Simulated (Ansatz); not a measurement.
What is the Fermi surface of Eu in space group Fm-3m?

```xyz
1
Lattice="0.0000 2.7893 2.7893 2.7893 0.0000 2.7893 2.7893 2.7893 0.0000" Properties=species:S:1:pos:R:3 pbc="T T T"
Eu    0.0000    0.0000    0.0000
```

Computed with Ansatz, DFT PBE, scalar-relativistic, plane waves, PAW; levels and slopes on a dense k mesh at the converged density. Collinear spin polarisation. The levels come from a k mesh of 34×34×34 points. Cell and positions as given, without relaxation. The cell comes from a database of computed structures, not from a measurement.

Two bands cross the Fermi level; this is a three-dimensional metal. The density of states at the Fermi level is 1.6 states/eV per primitive cell. The intraband plasma frequency is 3.6 eV in all directions.

Spin-up band 13: a multiply connected open sheet, with filled and empty regions both running through the repeated zones in all directions (the band is filled at X and empty at Γ and L); mean Fermi speed 2.8 × 10⁵ m/s.
Spin-down band 5: an open network that joins neighbouring zones in all directions; mean Fermi speed 5.3 × 10⁵ m/s.

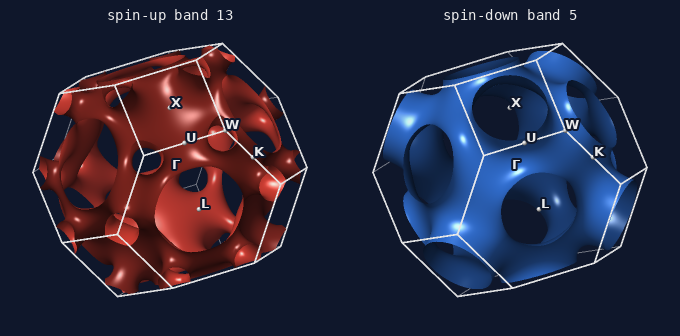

Each panel holds one band. The brighter face of a sheet looks towards empty states.

The f shell has no Hubbard term here, so f bands at the Fermi level, and with them the metal itself, can be an artefact. The run ends with a net moment of 7.6 μB a cell, the order reached from its starting moments, not necessarily the lowest. Spin-orbit coupling is left out; with Eu it can split, shift or remove sheets. Necks and pockets thinner than about two mesh steps aren't resolved, so separate pockets may in truth be joined.

Cost: 50 s on 1 thread of Arm Neoverse V1, on a shared host, peak memory 0.81 GiB.
